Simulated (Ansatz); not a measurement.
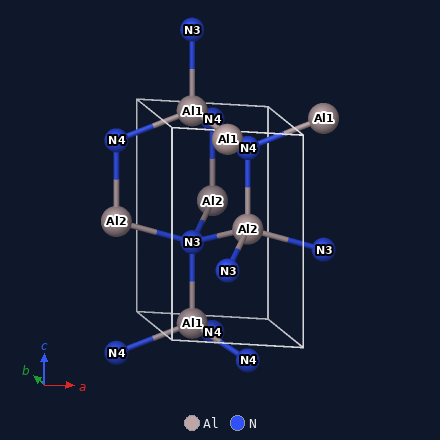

Four computed energy maps of cells of AlN. The picture above is the structure of the first map.

Map 1

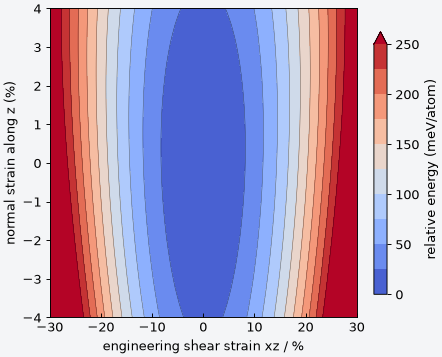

AlN (P6_3mc, No. 186; 4 atoms in the cell). The energy is mapped over two homogeneous strains (x along [1 0 0], y along [1 2 0], z along [0 0 1] of the conventional cell). Coordinates scanned: (1) engineering shear strain xz; (2) normal strain along z. Relaxed at each point: the atoms inside the fixed cell. The grid has 7 × 7 points; 28 points were computed and 21 follow by symmetry. Points are written as (first, second). Energies: meV/atom, counted from the lowest grid point. Computed with DFT LDA, scalar-relativistic, plane waves, PAW (Ansatz 0.2.0). Settings: cutoff 520 eV, k-mesh 9×9×6 in the order of the run's cell vectors, gaussian smearing 0.05 eV, no spin polarisation.

The picture shows filled contours, one colour for all values above the top of the scale. Between grid points the surface is interpolated.

Map 2

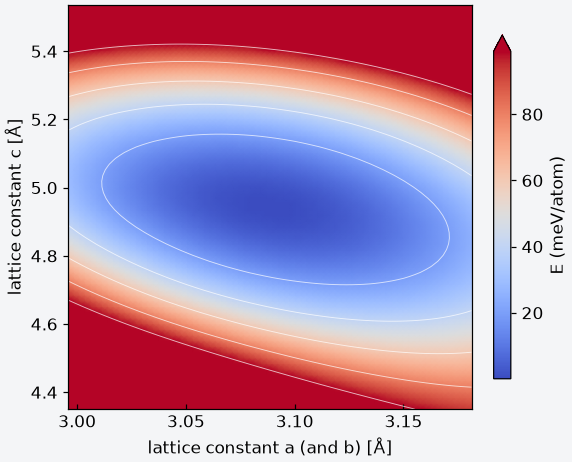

AlN (P6_3mc, No. 186; 4 atoms in the cell). The energy is mapped over the lattice constants a and c of the conventional cell. The first coordinate is: lattice constant a (and b); the second: lattice constant c. Relaxed at each point: the atoms inside the fixed cell. Grid: 7 × 7 points. Points are written as (first, second). Energies are in meV/atom, from the lowest grid point. Method: Ansatz 0.2.0, DFT LDA, scalar-relativistic, plane waves, PAW. Settings: cutoff 520 eV, k-mesh 9×9×6 in the order of the run's cell vectors, gaussian smearing 0.05 eV, no spin polarisation.

The picture shows a smooth colour map with a few white contour lines, one colour for all values above the top of the scale. Between grid points the surface is interpolated.

Map 3

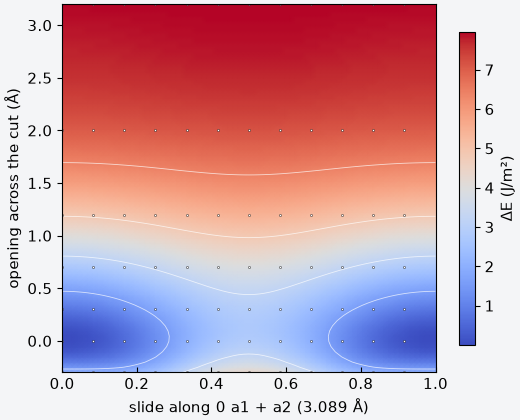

AlN (P6_3mc, No. 186; 8 atoms in the cell). Rigid slide and opening across a plane, one cut a cell; the plane is (0 0 1) of the conventional cell, and the faces at the cut hold Al and N. First axis: slide along 0 a1 + a2 (3.089 Å). Second axis: opening across the cut. Nothing is relaxed (rigid halves). The scan uses a 12 × 7 grid; 49 points were computed and 35 follow by symmetry. Points are written as (first, second). Energies are in J/m², from the lowest grid point. The band gap closes in part of the range. Level of theory: DFT LDA, scalar-relativistic, plane waves, PAW in Ansatz 0.2.0. Settings: cutoff 520 eV, k-mesh 8×8×3 in the order of the run's cell vectors, gaussian smearing 0.05 eV, no spin polarisation.

In the figure: a smooth colour map with a few white contour lines, dots at the grid points. Between grid points the surface is interpolated.

Map 4

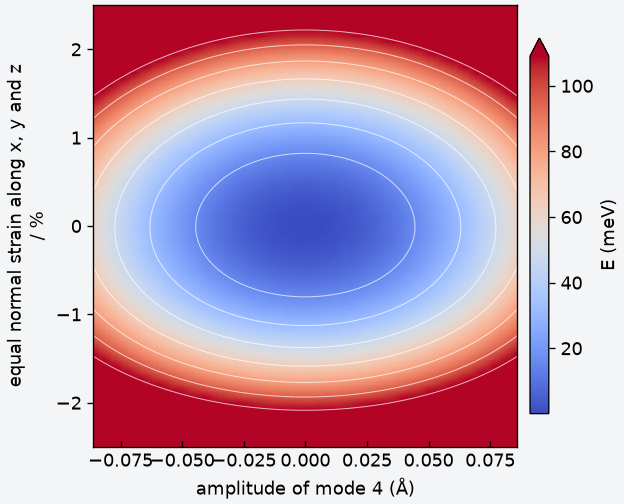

AlN (P6_3mc, No. 186; 4 atoms in the cell). 
- The energy is mapped over a normal mode and a strain (zone-centre modes of the 4-atom cell of this scan) (x along [1 0 0], y along [1 2 0], z along [0 0 1] of the conventional cell).
- The first coordinate is: amplitude of mode 4 (239 cm⁻¹), largest displacement in the unstrained cell; the second: equal normal strain along x, y and z.
- Nothing is relaxed (the pattern is fixed in fractional coordinates).
- The scan uses a 7 × 7 grid; 28 points were computed and 21 follow by symmetry.
- Points are written as (first, second).
- Energies are in meV per cell, from the lowest grid point.
- This map comes from DFT LDA, scalar-relativistic, plane waves, PAW in Ansatz. Settings: cutoff 520 eV, k-mesh 9×9×6 in the order of the run's cell vectors, gaussian smearing 0.05 eV, no spin polarisation.

Drawn: a smooth colour map with a few white contour lines, one colour for all values above the top of the scale. Between grid points the surface is interpolated.

**What does each map show?**

Map 1: The lowest grid point is at (0 %, 0.00 %). It is the only kind of minimum in the scanned range. The highest grid point, (−30 %, −4.00 %), lies 389 meV/atom above the lowest. The gap on the k-mesh is 4.4 eV at the lowest point and runs from 2.6 to 4.5 eV over the map.
Map 2: The lowest grid point is at (3.089 Å, 4.944 Å). No other kind of well shows on this grid. The highest grid point, (2.996 Å, 4.350 Å), lies 268 meV/atom above the lowest. Round the minimum the valley is somewhat tilted: raising lattice constant a (and b) shifts the best value of lattice constant c downwards (coupling k₁₂/√(k₁₁k₂₂) about 0.4). The gap on the k-mesh is 4.4 eV at the lowest point and runs from 2.8 to 4.9 eV over the map.
Map 3: The lowest grid point is at (0.000, 0.0 Å). No other kind of well shows on this grid. The highest grid point, (0.500, 3.2 Å), lies 8.0 J/m² above the lowest. On the interpolated surface the easiest way out of the lowest well to its copy in the next cell or period passes a barrier of about 2.7 J/m². Round the minimum the two coordinates are nearly uncoupled.
Map 4: The lowest grid point is at (0.000 Å, 0.00 %). No other kind of well shows on this grid. The highest grid point, (−0.086 Å, −2.50 %), lies 218 meV above the lowest. The gap on the k-mesh is 4.4 eV at the lowest point and runs from 3.7 to 4.9 eV over the map.

**Maps 1, 2, 3, 4 start from a relaxed reference structure. Do they show a way to lower its energy?**

No. In each of them the reference is the lowest point, within the accuracy of the grid, so it is stable against the distortions scanned (other distortions weren't tried).

PAW datasets: the set soft_1.
